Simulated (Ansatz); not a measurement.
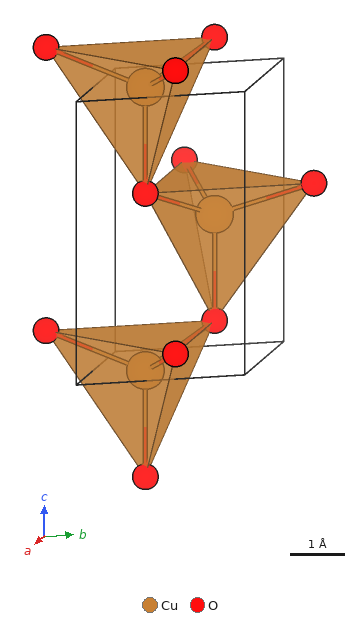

*The structure as given in the input (polyhedral view of the cell of the calculation, seen slightly off an axis; polyhedra are completed across the faces of the cell).*

**Run report: CuO, single-point calculation (part 1 of 3)**

The run: single-point calculation of CuO (P6₃mc, 4 atoms in the cell). Method and program: DFT LDA+U+J, spin-orbit coupling, plane waves, PAW, U = 7 eV, J = 0.7 eV on Cu atom 1 d; U = 7 eV, J = 0.7 eV on Cu atom 2 d (Ansatz 0.2.0).

The structure was built on a prototype by a generator; it need not be a known phase. The run did not end well. It belongs to a series of runs on one base structure; here: random orbitals: random, high filling.

**Input file**
```yaml
crystal:
  lattice:
    - [3.28802443, 0.0, 0.0]
    - [-1.64401221, 2.84751268, 0.0]
    - [0.0, 0.0, 5.38502486]
  atoms:
    - { symbol: Cu, position: [0.6666666667, 0.3333333333, 0.0], spin: 1.0, spin_axis: [0.0, 0.0, 1.0] }
    - { symbol: Cu, position: [0.3333333333, 0.6666666667, 0.5], spin: 1.0, spin_axis: [0.0, 0.0, -1.0] }
    - { symbol: O, position: [0.6666666667, 0.3333333333, 0.6252] }
    - { symbol: O, position: [0.3333333333, 0.6666666667, 0.1252] }
basis:
  ecutwfc: 420
  ecutrho_ratio: 4
kpoints:
  mp_grid: { grid: [7, 7, 4] }
hamiltonian:
  xc: lda
  hubbard:
    sites:
      - { site: 0, l: d, u: 7.0, j: 0.7, starting_ns: [{ occupation_matrix: s0 }] }
      - { site: 1, l: d, u: 7.0, j: 0.7, starting_ns: [{ occupation_matrix: s1 }] }
    occupation_matrices:
      s0:
        spinor_matrix:
          - [[0.97, 0.0], [0.0, 0.0], [0.0, 0.0], [0.0, 0.0], [0.0, 0.0], [0.0, 0.0], [0.0, 0.0], [0.0, 0.0], [0.0, 0.0], [0.0, 0.0]]
          - [[0.0, 0.0], [0.97, 0.0], [0.0, 0.0], [0.0, 0.0], [0.0, 0.0], [0.0, 0.0], [0.0, 0.0], [0.0, 0.0], [0.0, 0.0], [0.0, 0.0]]
          - [[0.0, 0.0], [0.0, 0.0], [0.97, 0.0], [0.0, 0.0], [0.0, 0.0], [0.0, 0.0], [0.0, 0.0], [0.0, 0.0], [0.0, 0.0], [0.0, 0.0]]
          - [[0.0, 0.0], [0.0, 0.0], [0.0, 0.0], [0.97, 0.0], [0.0, 0.0], [0.0, 0.0], [0.0, 0.0], [0.0, 0.0], [0.0, 0.0], [0.0, 0.0]]
          - [[0.0, 0.0], [0.0, 0.0], [0.0, 0.0], [0.0, 0.0], [0.97, 0.0], [0.0, 0.0], [0.0, 0.0], [0.0, 0.0], [0.0, 0.0], [0.0, 0.0]]
          - [[0.0, 0.0], [0.0, 0.0], [0.0, 0.0], [0.0, 0.0], [0.0, 0.0], [0.52358, 0.0], [-0.07139, 0.13405], [0.08921, 0.16211], [0.00569, -0.10494], [-0.37702, -0.11964]]
          - [[0.0, 0.0], [0.0, 0.0], [0.0, 0.0], [0.0, 0.0], [0.0, 0.0], [-0.07139, -0.13405], [0.91833, 0.0], [-0.03441, 0.05271], [0.03242, -0.01507], [-0.02436, -0.13234]]
          - [[0.0, 0.0], [0.0, 0.0], [0.0, 0.0], [0.0, 0.0], [0.0, 0.0], [0.08921, -0.16211], [-0.03441, -0.05271], [0.89331, 0.0], [0.03697, 0.02304], [0.11879, -0.113]]
          - [[0.0, 0.0], [0.0, 0.0], [0.0, 0.0], [0.0, 0.0], [0.0, 0.0], [0.00569, 0.10494], [0.03242, 0.01507], [0.03697, -0.02304], [0.94526, 0.0], [-0.02332, 0.09016]]
          - [[0.0, 0.0], [0.0, 0.0], [0.0, 0.0], [0.0, 0.0], [0.0, 0.0], [-0.37702, 0.11964], [-0.02436, 0.13234], [0.11879, 0.113], [-0.02332, -0.09016], [0.61952, 0.0]]
      s1:
        spinor_matrix:
          - [[0.52358, 0.0], [-0.07139, 0.13405], [0.08921, 0.16211], [0.00569, -0.10494], [-0.37702, -0.11964], [0.0, 0.0], [0.0, 0.0], [0.0, 0.0], [0.0, 0.0], [0.0, 0.0]]
          - [[-0.07139, -0.13405], [0.91833, 0.0], [-0.03441, 0.05271], [0.03242, -0.01507], [-0.02436, -0.13234], [0.0, 0.0], [0.0, 0.0], [0.0, 0.0], [0.0, 0.0], [0.0, 0.0]]
          - [[0.08921, -0.16211], [-0.03441, -0.05271], [0.89331, 0.0], [0.03697, 0.02304], [0.11879, -0.113], [0.0, 0.0], [0.0, 0.0], [0.0, 0.0], [0.0, 0.0], [0.0, 0.0]]
          - [[0.00569, 0.10494], [0.03242, 0.01507], [0.03697, -0.02304], [0.94526, 0.0], [-0.02332, 0.09016], [0.0, 0.0], [0.0, 0.0], [0.0, 0.0], [0.0, 0.0], [0.0, 0.0]]
          - [[-0.37702, 0.11964], [-0.02436, 0.13234], [0.11879, 0.113], [-0.02332, -0.09016], [0.61952, 0.0], [0.0, 0.0], [0.0, 0.0], [0.0, 0.0], [0.0, 0.0], [0.0, 0.0]]
          - [[0.0, 0.0], [0.0, 0.0], [0.0, 0.0], [0.0, 0.0], [0.0, 0.0], [0.97, 0.0], [0.0, 0.0], [0.0, 0.0], [0.0, 0.0], [0.0, 0.0]]
          - [[0.0, 0.0], [0.0, 0.0], [0.0, 0.0], [0.0, 0.0], [0.0, 0.0], [0.0, 0.0], [0.97, 0.0], [0.0, 0.0], [0.0, 0.0], [0.0, 0.0]]
          - [[0.0, 0.0], [0.0, 0.0], [0.0, 0.0], [0.0, 0.0], [0.0, 0.0], [0.0, 0.0], [0.0, 0.0], [0.97, 0.0], [0.0, 0.0], [0.0, 0.0]]
          - [[0.0, 0.0], [0.0, 0.0], [0.0, 0.0], [0.0, 0.0], [0.0, 0.0], [0.0, 0.0], [0.0, 0.0], [0.0, 0.0], [0.97, 0.0], [0.0, 0.0]]
          - [[0.0, 0.0], [0.0, 0.0], [0.0, 0.0], [0.0, 0.0], [0.0, 0.0], [0.0, 0.0], [0.0, 0.0], [0.0, 0.0], [0.0, 0.0], [0.97, 0.0]]
    ns_hold: until_converged
scf:
  occupations: { method: gaussian, width: 0.05 }
  lower_state_search: "off"
  max_iter: 150
output:
  forces: true
  stress: true
  eigenvalues: true
  populations: true
  hubbard: { sites: [{ site: 0, l: d }, { site: 1, l: d }] }
  write_density: true
  write_potential: true
  elf: true
  volumetric_format: npy
magnetization:
  noncollinear: true
  spin_orbit: true
```

Launch command:
```bash
ansatz run input.yaml --threads 4 --pin off --max-ram 6144MiB --backend cpu --events-out ev --progress --plain --runs-dir out
```

**Output**
```
Warning: crystal.symmetry: narrowed to the stabiliser of the occupation matrices — unitary ops 6 → 1, anti-unitary 6 → 0; lowered by the specified shells (site 0, l: d), (site 1, l: d); largest admitted image defect 4.4e-16, smallest excluded 2.4e-1 — at a splitting's scale: the group the occupation matrices' own texture admits
Warning: output.stress: scf.convergence.dr2_threshold = 1e-7 eV (the SCF's general default) is looser than the 4e-10 eV advised for a printed stress (1e-10 eV for each atom of the cell: 4). What an SCF threshold leaves in a stress goes as its square root, and in the free energy as the threshold itself, and one threshold admits the most on a small cell: of the crystals measured, under no hybrid functional and no lock of the moments, on runs that ended without the residual-converged pass, on stresses that held no estimate of that error, the worst erred by over 100 MPa in a component at 1e-7 eV an atom and by under 5 at 1e-10. Set scf.convergence.dr2_threshold to 4e-10 eV or tighter. The threshold is an SCF's pass mark: one that does not reach it within its budget of iterations ends unconverged, or closes short of it on a stop that the run arms, and scf.convergence.dr2_threshold's page says what that costs each kind of run
Cu: projections on atomic orbitals take those of the free atom [Ne] 3s2 3p6 3d10 4s1, of charge +0.00 (hamiltonian.pseudopotentials.projection_atoms); the dataset's partial waves leave at most 2.0e-9 of an orbital's norm unspanned inside its sphere
O: projections on atomic orbitals take those of the free atom [He] 2s2 2p4, of charge +0.00 (hamiltonian.pseudopotentials.projection_atoms); the dataset's partial waves leave at most 1.5e-11 of an orbital's norm unspanned inside its sphere
Engine: ansatz 0.2.0, x86_64-unknown-linux-gnu
Pseudopotentials: kind: paw_fr
Pseudopotential: Cu, paw_fr, valence charge 19, recommended cutoff 420 eV (normal), Cu.paw.azcp#standard-fr
Pseudopotential: O, paw_fr, valence charge 6, recommended cutoff 420 eV (normal), O.paw.azcp#standard-fr
Functional definition: SPW92
  exchange = slater_x
  correlation = pw_c
Crystal: 4 atoms, lattice volume = 50.418 Å³
Basis set: ecut = 420 eV, 989 PW (Γ)
Bands: 60, of which v1, the nominal top of the filled ones, is band 50 counted from 1 (49 counted from 0)
Symmetry: 1 space group operations
k-points: 196
Projection manifold: j_resolved (fully-relativistic pseudo-atomic orbitals)
Non-local potential: Cu, projectors of the file, l = 0: 3, l = 1: 4, l = 2: 6, l = 3: 2
Non-local potential: O, projectors of the file, l = 0: 2, l = 1: 4, l = 2: 2
PAW form: soft (Blöchl's): semilocal exchange-correlation on the pseudo side does not see the compensation charge
PAW frozen core: Cu, regenerated for the run's functional, and the local potential with it (the file was generated under x = pbe(κ = 0.804, μ = 0.2195149727645171), c = pbe(β = 0.06672455060314922))
PAW frozen core: O, regenerated for the run's functional, and the local potential with it (the file was generated under x = pbe(κ = 0.804, μ = 0.2195149727645171), c = pbe(β = 0.06672455060314922))
PAW one-centre angular grid: Cu, 590 points (default); XC on 64 Gauss nodes
PAW one-centre angular grid: O, 110 points (default); XC on 64 Gauss nodes
Initial density: superposition of atomic densities (chi_scale 0.1, normalization cell, long waves kept (reshape's long-wave potential 0.00 eV rms))
Starting moments: Σ|m| = 2 μB on 2 of 4 sites
Initial wavefunctions: pseudopotential atomic-orbital guess
Functional: x = slater, c = lda
```
